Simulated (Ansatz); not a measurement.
System: Si₇Ge, space group P-43m (No. 215).

Starting cell:
```xyz
8
Lattice="5.4684 0.0000 0.0000 0.0000 5.4684 0.0000 0.0000 0.0000 5.4684" Properties=species:S:1:pos:R:3 pbc="T T T"
Si    1.3807    1.3807    1.3807
Si    0.0000    2.7342    2.7342
Si    2.7342    2.7342    0.0000
Si    2.7342    0.0000    2.7342
Si    4.0877    1.3807    4.0877
Si    4.0877    4.0877    1.3807
Si    1.3807    4.0877    4.0877
Ge    0.0000    0.0000    0.0000
```

Calculation (Ansatz 0.2.0): Born effective charges by linear response at the zone centre, in units of the proton charge, Cartesian axes of the given cell; DFT, r2SCAN, plane waves, PAW. Level: r2SCAN, no spin polarisation.

periodic directions 3; potentials PAW; wave cutoff 500 eV; k mesh 4×4×4.

What does the calculation give for the mean Born effective charge of each atom? The cases: Si 1; Si 2; Si 3; Si 4; Si 5; Si 6; Si 7; Ge.

Si 1, Si 2, Si 3, Si 4, Si 5, Si 6 and Si 7 share the largest size, 0.04 e, and the charges add up to 0.00 e. The diagonal components of each atom differ by at most 0.08 e. The Born charge xx, in e, is 0.033 for Si 1, 0.011 for Si 2, −0.071 for Si 3, −0.071 for Si 4, 0.033 for Si 5, 0.033 for Si 6, 0.033 for Si 7 and −0.003 for Ge. The Born charge zz, in e, is 0.033 for Si 1, −0.071 for Si 2, 0.011 for Si 3, −0.071 for Si 4, 0.033 for Si 5, 0.033 for Si 6, 0.033 for Si 7 and −0.003 for Ge.

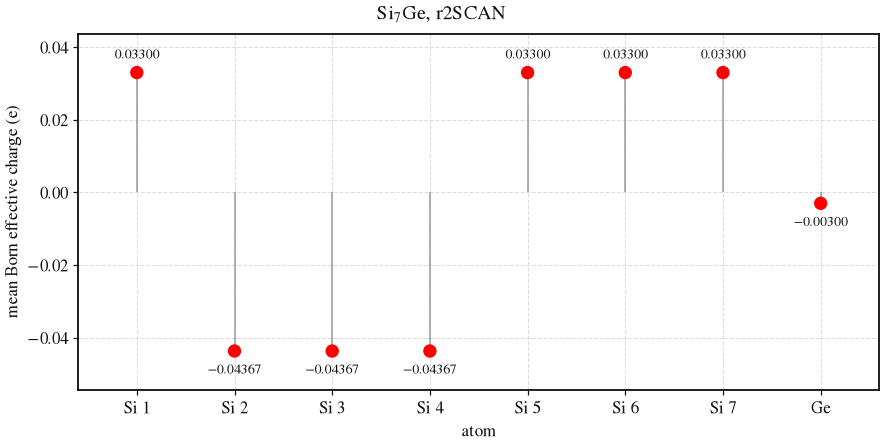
